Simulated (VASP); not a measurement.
Potential calculation, with input and output: Cu2O (part 2 of 2)

The same run, continued: Cu2O (Pn-3m, 6 atoms in the cell); Kohn-Sham DFT of a periodic cell, vdW-DF, VASP PAW PBE potentials, materialsproject, no spin polarisation (VASP 6.6.1); cutoff 520 eV, 6×6×6 k-mesh, Gaussian smearing of 0.05 eV. The structure derives from an entry of the Crystallography Open Database.

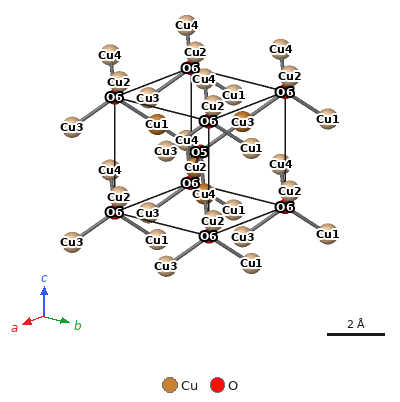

**Figure 1.** The structure as given in the input (ball-and-stick view of the cell of the calculation, seen at an oblique angle; neighbours outside the cell are drawn fainter; atoms are numbered from 1 in the order of the input).

Parts of OUTCAR, continued:
```
 k-point     2 :       0.1667    0.0000    0.0000
  band No.  band energies     occupation
      1     -65.2878      2.00000
      2     -65.2765      2.00000
      3     -65.2756      2.00000
      4     -65.2756      2.00000
      5     -65.0878      2.00000
      6     -65.0878      2.00000
      7     -65.0818      2.00000
      8     -65.0812      2.00000
      9     -65.0812      2.00000
     10     -65.0791      2.00000
     11     -65.0784      2.00000
     12     -65.0784      2.00000
     13     -15.7446      2.00000
     14     -15.1047      2.00000
     15      -2.7415      2.00000
     16      -2.7107      2.00000
     17      -2.7107      2.00000
     18      -0.9772      2.00000
     19      -0.6532      2.00000
     20      -0.6532      2.00000
     21       0.0033      2.00000
     22       1.3785      2.00000
     23       1.4778      2.00000
     24       1.4849      2.00000
     25       1.6567      2.00000
     26       1.6567      2.00000
     27       2.2994      2.00000
     28       2.3276      2.00000
     29       2.3785      2.00000
     30       2.4724      2.00000
     31       2.4724      2.00000
     32       2.4861      2.00000
     33       2.6213      2.00000
     34       2.6293      2.00000
     35       2.6293      2.00000
     36       2.7304      2.00000
     37       2.7304      2.00000
     38       3.5192      2.00000
     39       4.2673      2.00000
     40       4.2673      2.00000
     41       5.2455      0.00000

 k-point     3 :       0.3333    0.0000    0.0000
  band No.  band energies     occupation
      1     -65.2855      2.00000
      2     -65.2787      2.00000
      3     -65.2755      2.00000
      4     -65.2755      2.00000
      5     -65.0866      2.00000
      6     -65.0860      2.00000
      7     -65.0828      2.00000
      8     -65.0808      2.00000
      9     -65.0807      2.00000
     10     -65.0807      2.00000
     11     -65.0788      2.00000
     12     -65.0788      2.00000
     13     -15.6080      2.00000
     14     -15.2383      2.00000
     15      -2.5218      2.00000
     16      -2.4380      2.00000
     17      -2.4380      2.00000
     18      -1.6013      2.00000
     19      -1.1603      2.00000
     20      -1.1603      2.00000
     21       0.4483      2.00000
     22       1.3996      2.00000
     23       1.5297      2.00000
     24       1.7500      2.00000
     25       1.9572      2.00000
     26       1.9572      2.00000
     27       2.1367      2.00000
     28       2.2015      2.00000
     29       2.2822      2.00000
     30       2.3812      2.00000
     31       2.4203      2.00000
     32       2.4203      2.00000
     33       2.5336      2.00000
     34       2.6335      2.00000
     35       2.6579      2.00000
     36       2.6579      2.00000
     37       2.9370      2.00000
     38       2.9370      2.00000
     39       4.0891      2.00000
     40       4.0891      2.00000
     41       5.8979      0.00000

 k-point     4 :       0.5000    0.0000    0.0000
  band No.  band energies     occupation
      1     -65.2823      2.00000
      2     -65.2823      2.00000
      3     -65.2758      2.00000
      4     -65.2758      2.00000
      5     -65.0848      2.00000
      6     -65.0848      2.00000
      7     -65.0836      2.00000
      8     -65.0836      2.00000
      9     -65.0809      2.00000
     10     -65.0809      2.00000
     11     -65.0792      2.00000
     12     -65.0792      2.00000
     13     -15.4226      2.00000
     14     -15.4226      2.00000
     15      -2.2053      2.00000
     16      -2.2053      2.00000
     17      -2.1391      2.00000
     18      -2.1391      2.00000
     19      -1.4876      2.00000
     20      -1.4876      2.00000
     21       0.9918      2.00000
     22       0.9918      2.00000
     23       1.7862      2.00000
     24       1.7862      2.00000
     25       1.9612      2.00000
     26       1.9612      2.00000
     27       2.1507      2.00000
     28       2.1507      2.00000
     29       2.3037      2.00000
     30       2.3037      2.00000
     31       2.3217      2.00000
     32       2.3217      2.00000
     33       2.4555      2.00000
     34       2.4555      2.00000
     35       2.6411      2.00000
     36       2.6411      2.00000
     37       3.1450      2.00000
     38       3.1450      2.00000
     39       3.9504      2.00000
     40       3.9504      2.00000
     41       6.7214      0.00000

 k-point     5 :       0.1667    0.1667    0.0000
  band No.  band energies     occupation
      1     -65.2871      2.00000
      2     -65.2773      2.00000
      3     -65.2757      2.00000
      4     -65.2756      2.00000
      5     -65.0875      2.00000
      6     -65.0873      2.00000
      7     -65.0822      2.00000
      8     -65.0813      2.00000
      9     -65.0812      2.00000
     10     -65.0800      2.00000
     11     -65.0787      2.00000
     12     -65.0784      2.00000
     13     -15.7001      2.00000
     14     -15.1456      2.00000
     15      -2.8298      2.00000
     16      -2.6257      2.00000
     17      -2.4711      2.00000
     18      -1.3666      2.00000
     19      -0.8364      2.00000
     20      -0.6388      2.00000
     21       0.1295      2.00000
     22       1.4240      2.00000
     23       1.5332      2.00000
     24       1.5650      2.00000
     25       1.6955      2.00000
     26       1.7987      2.00000
     27       2.2880      2.00000
     28       2.3091      2.00000
     29       2.3539      2.00000
     30       2.3911      2.00000
     31       2.5146      2.00000
     32       2.5654      2.00000
     33       2.5693      2.00000
     34       2.5877      2.00000
     35       2.6191      2.00000
     36       2.6780      2.00000
     37       2.7352      2.00000
     38       3.4147      2.00000
     39       3.9334      2.00000
     40       4.2039      2.00000
     41       5.4674      0.00000

 [... the levels of 14 k-points are left out ...]

 k-point    20 :       0.5000    0.5000    0.5000
  band No.  band energies     occupation
      1     -65.2890      2.00000
      2     -65.2750      2.00000
      3     -65.2750      2.00000
      4     -65.2750      2.00000
      5     -65.0876      2.00000
      6     -65.0876      2.00000
      7     -65.0876      2.00000
      8     -65.0782      2.00000
      9     -65.0782      2.00000
     10     -65.0780      2.00000
     11     -65.0780      2.00000
     12     -65.0780      2.00000
     13     -15.6230      2.00000
     14     -15.1296      2.00000
     15      -2.7201      2.00000
     16      -2.7201      2.00000
     17      -2.7201      2.00000
     18      -1.2360      2.00000
     19      -1.2360      2.00000
     20      -1.2360      2.00000
     21       1.1325      2.00000
     22       1.1325      2.00000
     23       1.1325      2.00000
     24       1.8267      2.00000
     25       1.8267      2.00000
     26       2.0264      2.00000
     27       2.0264      2.00000
     28       2.0264      2.00000
     29       2.3979      2.00000
     30       2.3979      2.00000
     31       2.3979      2.00000
     32       2.5812      2.00000
     33       2.5812      2.00000
     34       2.5812      2.00000
     35       2.6973      2.00000
     36       2.6973      2.00000
     37       3.3940      2.00000
     38       3.7563      2.00000
     39       3.7563      2.00000
     40       3.7563      2.00000
     41       6.9766      0.00000

------------------------ aborting loop because EDIFF is reached ----------------------------------------

  FORCE on cell =-STRESS in cart. coord.  units (eV):
  Direction    XX          YY          ZZ          XY          YZ          ZX
  --------------------------------------------------------------------------------------
  -------------------------------------------------------------------------------------
  Total        4.0739349      4.0739349      4.0739349      0.0000000      0.0000000      0.0000000
  in kB       84.4298217     84.4298217     84.4298217      0.0000000      0.0000000      0.0000000
  external PRESSURE =      84.4298217 kB  Pullay stress =       0.0000000 kB

 VOLUME and BASIS-vectors are now :
 -----------------------------------------------------------------------------
  energy-cutoff  :      520.00
  volume of cell :       77.31
      direct lattice vectors                 reciprocal lattice vectors
     4.260000000  0.000000000  0.000000000     0.234741784  0.000000000  0.000000000
     0.000000000  4.260000000  0.000000000     0.000000000  0.234741784  0.000000000
     0.000000000  0.000000000  4.260000000     0.000000000  0.000000000  0.234741784

 POSITION                                       TOTAL-FORCE (eV/Angst)
 -----------------------------------------------------------------------------------
      3.19500      1.06500      3.19500        -0.000000     -0.000000      0.000000
      1.06500      1.06500      1.06500         0.000000     -0.000000     -0.000000
      1.06500      3.19500      3.19500         0.000000      0.000000     -0.000000
      3.19500      3.19500      1.06500        -0.000000     -0.000000     -0.000000
      2.13000      2.13000      2.13000        -0.000000      0.000000      0.000000
      0.00000      0.00000      0.00000        -0.000000      0.000000     -0.000000
 -----------------------------------------------------------------------------------
    total drift:                               -0.000000      0.000000      0.000000

  FREE ENERGIE OF THE ION-ELECTRON SYSTEM (eV)
  ---------------------------------------------------
  free  energy   TOTEN  =        -4.1777850000 eV

  energy  without entropy=       -4.1777850000  energy(sigma->0) =       -4.17778500

Total vdW correction in eV:     16.6050535
```

CONTCAR:
```
Cu O
   1.00000000000000
     4.2599999999999998    0.0000000000000000    0.0000000000000000
     0.0000000000000000    4.2599999999999998    0.0000000000000000
     0.0000000000000000    0.0000000000000000    4.2599999999999998
  Cu              O
     4     2
Direct
     0.7500000000000000    0.2500000000000000    0.7500000000000000
     0.2500000000000000    0.2500000000000000    0.2500000000000000
     0.2500000000000000    0.7500000000000000    0.7500000000000000
     0.7500000000000000    0.7500000000000000    0.2500000000000000
     0.5000000000000000    0.5000000000000000    0.5000000000000000
     0.0000000000000000    0.0000000000000000    0.0000000000000000

  0.00000000E+00  0.00000000E+00  0.00000000E+00
  0.00000000E+00  0.00000000E+00  0.00000000E+00
  0.00000000E+00  0.00000000E+00  0.00000000E+00
  0.00000000E+00  0.00000000E+00  0.00000000E+00
  0.00000000E+00  0.00000000E+00  0.00000000E+00
  0.00000000E+00  0.00000000E+00  0.00000000E+00
```

This output came from the following input.

INCAR:
```
SYSTEM = Cu2O
PREC = Accurate
ENCUT = 520
EDIFF = 1E-5
ISMEAR = 0
SIGMA = 0.05
LREAL = Auto
LASPH = .True.
NELM = 60
ALGO = Normal
ISIF = 2
LWAVE = .False.
LCHARG = .True.
GGA = RE
LUSE_VDW = .True.
AGGAC = 0.0
LVHAR = .True.
NBANDS = 41
```

KPOINTS:
```
regular mesh
0
Gamma
  6 6 6
  0 0 0
```

POSCAR:
```
Cu O 
 1.0000000000000000
     4.2599999999999998    0.0000000000000000    0.0000000000000000
     0.0000000000000000    4.2599999999999998    0.0000000000000000
     0.0000000000000000    0.0000000000000000    4.2599999999999998
 Cu  O  
   4   2
Cartesian
  3.1949999999999998  1.0649999999999999  3.1949999999999998
  1.0649999999999999  1.0649999999999999  1.0649999999999999
  1.0649999999999999  3.1949999999999998  3.1949999999999998
  3.1949999999999998  3.1949999999999998  1.0649999999999999
  2.1299999999999999  2.1299999999999999  2.1299999999999999
  0.0000000000000000  0.0000000000000000  0.0000000000000000
```

Launch command:
```bash
ase convert -i cif -o vasp Cu2O.cif POSCAR
cat potpaw_PBE.64/Cu_pv/POTCAR potpaw_PBE.64/O/POTCAR > POTCAR
mpirun -np 1 vasp_std > vasp.out
```

Results in brief:

| quantity | value |
| --- | --- |
| outcome | converged |
| space group (tolerance 0.01 Å) | Pn-3m (224) |
| electrons treated | 80 |
| free energy | −4.1778 eV |
| Fermi energy of the self-consistent step | 4.562 eV |
| gap on the k-point mesh | 0.67 eV |
| pressure | 8.44 GPa |
| largest force (length of the vector) | under 0.001 eV/Å |
| hardware | 1 thread of Intel Xeon (Sapphire Rapids), 64 GiB of memory available, shared host |
| wall time | 1.9 min |
| peak memory | 0.39 GiB |

Settings chosen away from the usual ones: LREAL set to Auto; EDIFF set to 1e-05; NBANDS set to moved. The cell is under a pressure of 8.4 GPa at this level, so it is not at its equilibrium volume.
